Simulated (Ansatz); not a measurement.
System: Sr₃Cl.

Input file:

```
crystal:
  lattice:
    - [5.7403045355, 0.0, 0.0]
    - [0.0, 5.7403045355, 0.0]
    - [0.0, 0.0, 5.7403045355]
  atoms:
    - { symbol: Sr, position: [0.0, 0.5, 0.5] }
    - { symbol: Sr, position: [0.5, 0.0, 0.5] }
    - { symbol: Sr, position: [0.5, 0.5, 0.0] }
    - { symbol: Cl, position: [0.0, 0.0, 0.0] }
basis:
  ecutwfc: 420
kpoints:
  mp_grid: { grid: [8, 8, 8] }
hamiltonian:
  xc: pbe
scf:
  occupations: { method: gaussian, width: 0.1 }
output:
  forces: true
  stress: true
  eigenvalues: true
  write_density: true
  write_potential: true
  elf: true
  volumetric_format: npy
relax:
  adjacent_minimum: "off"
  f_tol: 0.01
  max_steps: 80
  cell: { stress_tol: 0.05 }
```

Launched as:

```sh
ansatz run input.yaml --threads 1 --pin off --max-ram 2560MiB --backend cpu --events-out ev --progress --plain --runs-dir out
```

Below, planes, directions and counts refer to the conventional cell (a = 5.76 Å, b = 5.76 Å, c = 5.76 Å, α = 90.00°, β = 90.00°, γ = 90.00°).

The fields are those of the relaxed geometry.

Space group Pm-3m; started from the Cu3Au (L1_2)_221 prototype, which need not be the ambient phase; computed without spin polarisation.

Computed with DFT PBE, scalar-relativistic, plane waves, PAW (Ansatz 0.2.0).

### What will maps of the valence pseudo-density and electron localisation function show?

Sr–Cl (4.07 Å): ρ at the midpoint is about 0.03 e/Å³; the ELF is about 0.05 at the midpoint (no localised pair shows between them).

### Does the calculation give a band gap?

It is metallic or semimetallic at this level of theory: no gap opens.

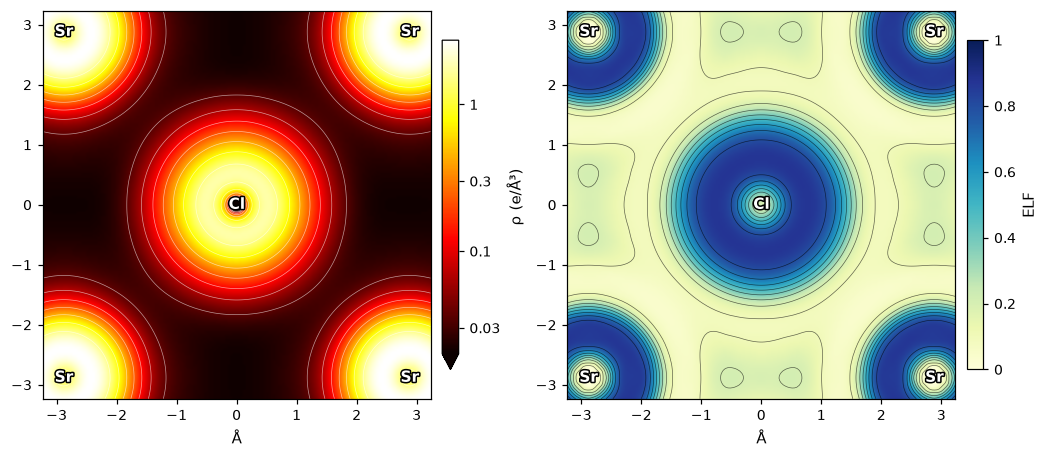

Computed valence pseudo-density and electron localisation function on the (010) plane of the conventional cell, in this order. 

The density is the valence pseudo-density of a PAW calculation; it isn't the true density close to the nuclei.
